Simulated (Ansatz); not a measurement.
# Run report: Cu, single-point calculation (part 2 of 2)

Continued. System: Cu (slab, 12 atoms in the cell). Method: DFT LDA, scalar-relativistic, plane waves, PAW, no spin polarisation (Ansatz 0.2.0); cutoff 420 eV, 6×6×1 k-mesh, Gaussian smearing of 0.1 eV. The structure derives from an entry of the Crystallography Open Database.

Geometry of the input (Å; fractional positions):
```
4.9761  0.0000  0.0000
-2.4881  4.3094  0.0000
0.0000  0.0000  19.5024
Cu 0.3333  0.1667  0.2051
Cu 0.3333  0.6667  0.2051
Cu 0.8333  0.1667  0.2051
Cu 0.8333  0.6667  0.2051
Cu 0.1667  0.3333  0.3077
Cu 0.1667  0.8333  0.3077
Cu 0.6667  0.3333  0.3077
Cu 0.6667  0.8333  0.3077
Cu 0.0000  0.0000  0.4103
Cu -0.0000  0.5000  0.4103
Cu 0.5000  0.0000  0.4103
Cu 0.5000  0.5000  0.4103
```

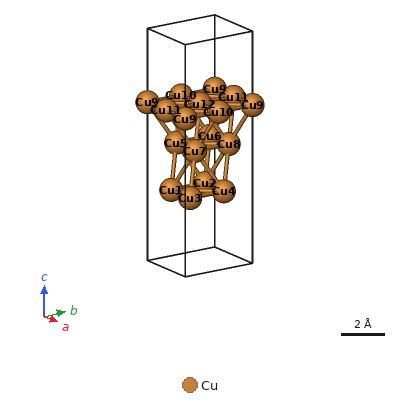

Figure 1. The structure (ball-and-stick view of the cell of the calculation, with the vacuum cut short, seen slightly off an axis; atoms are numbered from 1 in the order of the input).

**Output, continued**
```
  k-point 0: bands = ["-109.7938", "-109.7796", "-109.7796", "-109.7796", "-109.4524", "-109.4521", "-109.4385", "-109.4385", "-109.4385", "-109.4383", "-109.4383", "-109.4383", "-67.6740", "-67.6740", "-67.6740", "-67.6094", "-67.5908", "-67.5908", "-67.5908", "-67.5856", "-67.5856", "-67.5856", "-67.5564", "-67.5564", "-67.3402", "-67.3402", "-67.3402", "-67.3357", "-67.3357", "-67.3357", "-67.2543", "-67.2543", "-67.2543", "-67.2536", "-67.2536", "-67.2536", "-67.2330", "-67.2255", "-67.2255", "-67.2252", "-67.2252", "-67.2234", "-67.2189", "-67.2189", "-67.2189", "-67.2155", "-67.2155", "-67.2155", "-7.1212", "-4.9429", "-3.4764", "-3.0935", "-3.0935", "-3.0935", "-2.8397", "-2.8397", "-2.8397", "-2.4142", "-2.4142", "-2.4142", "-2.2886", "-2.2886", "-2.2886", "-1.5797", "-1.5797", "-1.5797", "-1.1365", "-1.1365", "-1.1365", "-1.0976", "-1.0976", "-1.0649", "-0.9690", "-0.8535", "-0.8535", "-0.8535", "-0.8164", "-0.8164", "-0.6436", "-0.6436", "-0.5704", "-0.5704", "-0.5704", "-0.0708", "-0.0708", "-0.0419", "-0.0419", "-0.0419", "-0.0043", "-0.0043", "-0.0043", "0.2828", "0.2828", "0.4399", "0.4399", "0.4399", "0.5237", "0.5237", "0.5237", "0.5323", "0.5385", "0.5385", "0.5385", "0.5509", "0.5509", "0.8203", "0.8203", "0.8203", "0.8353", "0.8353", "0.8353", "1.9797", "2.1383", "2.1383", "2.1383", "3.4068", "3.4068", "3.4068", "3.8029", "3.8029", "3.8029", "6.7185", "7.1274", "7.1274", "7.1274", "7.2778", "7.8139", "8.2260", "8.2260", "8.2260", "9.0725", "9.0725", "9.0725", "9.5764", "9.9771", "11.7545", "11.7545"]
  k-point 1: bands = ["-109.7929", "-109.7806", "-109.7796", "-109.7796", "-109.4515", "-109.4512", "-109.4395", "-109.4392", "-109.4385", "-109.4385", "-109.4383", "-109.4383", "-67.6696", "-67.6696", "-67.6662", "-67.6080", "-67.5920", "-67.5907", "-67.5907", "-67.5900", "-67.5900", "-67.5837", "-67.5644", "-67.5583", "-67.3359", "-67.3359", "-67.3325", "-67.3318", "-67.3318", "-67.3285", "-67.2584", "-67.2584", "-67.2579", "-67.2579", "-67.2524", "-67.2517", "-67.2333", "-67.2330", "-67.2316", "-67.2275", "-67.2271", "-67.2228", "-67.2194", "-67.2186", "-67.2186", "-67.2164", "-67.2157", "-67.2157", "-6.8877", "-4.7256", "-3.3012", "-3.2869", "-3.0268", "-3.0268", "-2.8368", "-2.7595", "-2.7595", "-2.4176", "-2.3647", "-2.3647", "-2.1773", "-2.1595", "-2.1595", "-1.5771", "-1.5771", "-1.5616", "-1.2364", "-1.1011", "-1.0910", "-1.0910", "-1.0792", "-1.0515", "-1.0126", "-0.9791", "-0.9791", "-0.8264", "-0.7726", "-0.7600", "-0.6880", "-0.6792", "-0.6252", "-0.6252", "-0.5560", "-0.1851", "-0.1851", "-0.1492", "-0.1419", "-0.0907", "-0.0233", "-0.0233", "-0.0104", "0.0076", "0.2682", "0.2803", "0.2911", "0.2911", "0.3658", "0.3975", "0.4122", "0.4122", "0.4740", "0.4740", "0.5143", "0.5526", "0.5842", "0.5842", "0.6998", "0.6998", "0.7157", "0.7407", "1.0014", "1.0238", "2.1334", "2.1709", "2.1709", "2.5528", "3.2967", "3.2967", "4.6456", "4.6456", "4.6544", "6.9185", "7.4009", "7.4009", "7.5092", "7.5210", "8.0192", "8.1712", "8.1712", "8.5367", "9.3947", "9.6344", "9.6344", "9.8010", "10.1688", "11.3589", "11.3589"]
  k-point 2: bands = ["-109.7903", "-109.7832", "-109.7796", "-109.7796", "-109.4490", "-109.4487", "-109.4420", "-109.4417", "-109.4385", "-109.4385", "-109.4383", "-109.4383", "-67.6591", "-67.6591", "-67.6448", "-67.6045", "-67.6007", "-67.6007", "-67.5951", "-67.5905", "-67.5905", "-67.5861", "-67.5783", "-67.5637", "-67.3256", "-67.3256", "-67.3221", "-67.3221", "-67.3116", "-67.3086", "-67.2685", "-67.2685", "-67.2681", "-67.2681", "-67.2542", "-67.2535", "-67.2471", "-67.2465", "-67.2327", "-67.2323", "-67.2287", "-67.2218", "-67.2212", "-67.2184", "-67.2179", "-67.2179", "-67.2162", "-67.2162", "-6.2097", "-4.1217", "-4.0383", "-2.9124", "-2.8557", "-2.8557", "-2.8422", "-2.5645", "-2.5645", "-2.3391", "-2.2126", "-2.2126", "-1.9502", "-1.8868", "-1.8868", "-1.5598", "-1.5598", "-1.5448", "-1.4884", "-1.3129", "-1.3129", "-1.3089", "-1.0997", "-1.0836", "-0.9399", "-0.9399", "-0.8462", "-0.8082", "-0.7886", "-0.7681", "-0.7681", "-0.7561", "-0.7031", "-0.6417", "-0.4525", "-0.4457", "-0.4457", "-0.3933", "-0.3158", "-0.3158", "-0.3106", "-0.2123", "-0.2053", "-0.1280", "-0.1280", "-0.1085", "-0.0788", "0.1231", "0.1231", "0.1650", "0.2045", "0.2186", "0.2635", "0.2882", "0.2882", "0.3946", "0.4297", "0.5338", "0.5338", "0.5584", "0.5985", "0.6345", "0.6345", "0.8932", "1.6958", "2.2159", "2.2159", "3.4122", "3.4122", "3.6718", "3.7239", "5.7184", "5.7184", "6.9063", "7.5161", "7.9057", "7.9057", "8.2012", "8.6406", "9.1717", "9.1717", "9.5976", "9.9935", "9.9935", "10.3464", "10.4731", "10.7537", "10.9997", "11.2050"]
  k-point 6: bands = ["-109.7849", "-109.7849", "-109.7849", "-109.7778", "-109.4437", "-109.4437", "-109.4437", "-109.4435", "-109.4435", "-109.4435", "-109.4368", "-109.4365", "-67.6391", "-67.6391", "-67.6246", "-67.6246", "-67.6246", "-67.5974", "-67.5974", "-67.5974", "-67.5880", "-67.5803", "-67.5803", "-67.5803", "-67.3063", "-67.3058", "-67.3055", "-67.3022", "-67.2919", "-67.2919", "-67.2919", "-67.2897", "-67.2897", "-67.2897", "-67.2487", "-67.2487", "-67.2487", "-67.2484", "-67.2484", "-67.2484", "-67.2226", "-67.2226", "-67.2226", "-67.2196", "-67.2196", "-67.2196", "-67.2159", "-67.2156", "-4.5966", "-4.5966", "-4.5966", "-2.9776", "-2.9776", "-2.9776", "-2.1205", "-2.0839", "-2.0831", "-2.0523", "-2.0523", "-2.0523", "-1.8878", "-1.8873", "-1.8439", "-1.8439", "-1.8439", "-1.4554", "-1.4554", "-1.4554", "-1.2653", "-1.2653", "-1.2653", "-1.1407", "-1.1407", "-1.1407", "-1.1302", "-1.0665", "-1.0665", "-1.0665", "-0.7996", "-0.7993", "-0.7542", "-0.7254", "-0.6141", "-0.6141", "-0.6141", "-0.5890", "-0.5890", "-0.5890", "-0.3045", "-0.3045", "-0.3045", "-0.1002", "-0.1000", "-0.0190", "-0.0190", "-0.0190", "0.0249", "0.0249", "0.0249", "0.3696", "0.3696", "0.3696", "0.4046", "0.4047", "0.4309", "0.4309", "0.4309", "0.4509", "0.5158", "0.5158", "0.5158", "0.8397", "0.8397", "0.8397", "3.1313", "3.1313", "3.1313", "5.9939", "5.9939", "5.9939", "6.0956", "6.0957", "6.5886", "7.2295", "8.7300", "8.7303", "9.1067", "9.1067", "9.1067", "10.0288", "10.0288", "10.0288", "10.3320", "10.3320", "10.3320", "10.7908", "10.7909"]
```

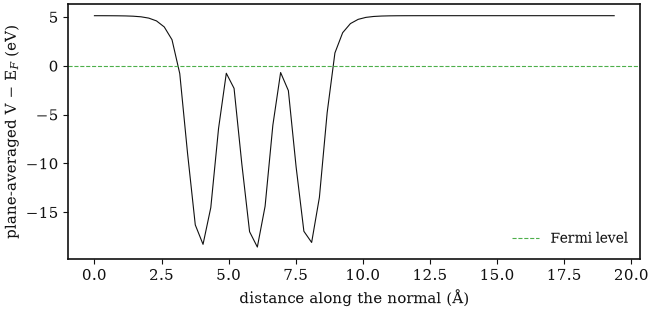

Figure 2. Plane average of the electrostatic potential energy of an electron across the cell, from the Fermi level. The vacuum level lies 5.14 eV above the Fermi level.

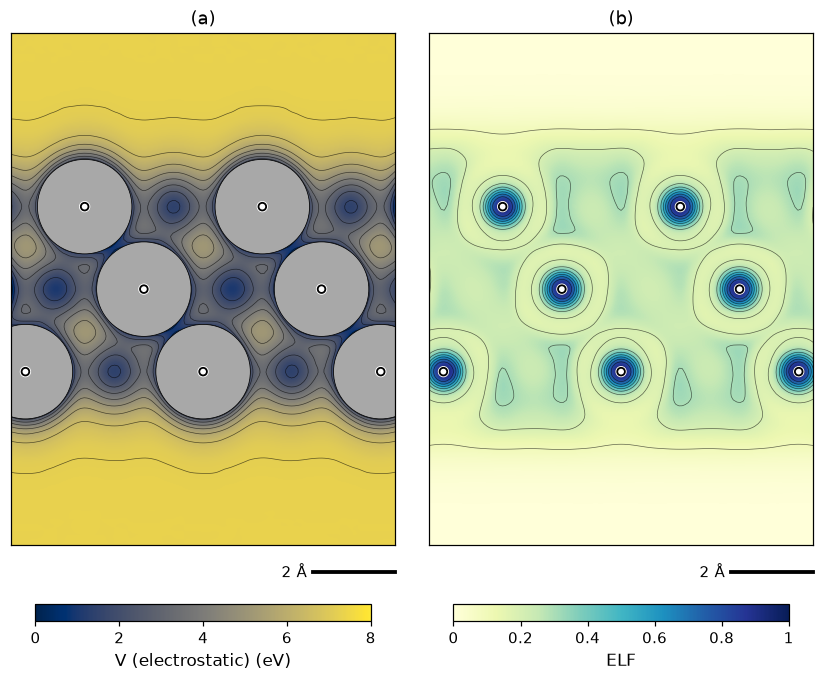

Figure 3. (a) electrostatic potential (local pseudopotential plus Hartree) felt by an electron; (b) ELF on the (110) plane of the calculation cell, a cut from vacuum to vacuum. Circles mark the nuclei in the plane (Cu). Grey discs, where drawn, cover atomic cores. Atoms in the plane: Cu. Cu–Cu (2.46 Å): the ELF is about 0.20 at the midpoint; no shared electron pair. The strong features right at Cu lie inside the PAW spheres (semicore, d or f shells) and say nothing about bonding. In a PAW calculation such maps are meaningful between the atoms, not at the nuclei.

**Summary**

| quantity | value |
| --- | --- |
| outcome | converged |
| electrons treated | 228 |
| free energy | −78663.6565 eV |
| work function, top face | 5.14 eV |
| work function, bottom face | 5.14 eV |
| Fermi energy | 2.179 eV |
| gap on the k-point mesh | none (metallic) |
| work function (upper face) | 5.14 eV |
| largest force (length of the vector) | 0.005 eV/Å |
| wall time | 28 s (CPU time 1.8 min) |
| peak memory | 1.3 GiB |

**Notes**

The program warns: the exchange-correlation potential is rough where the density is thin.
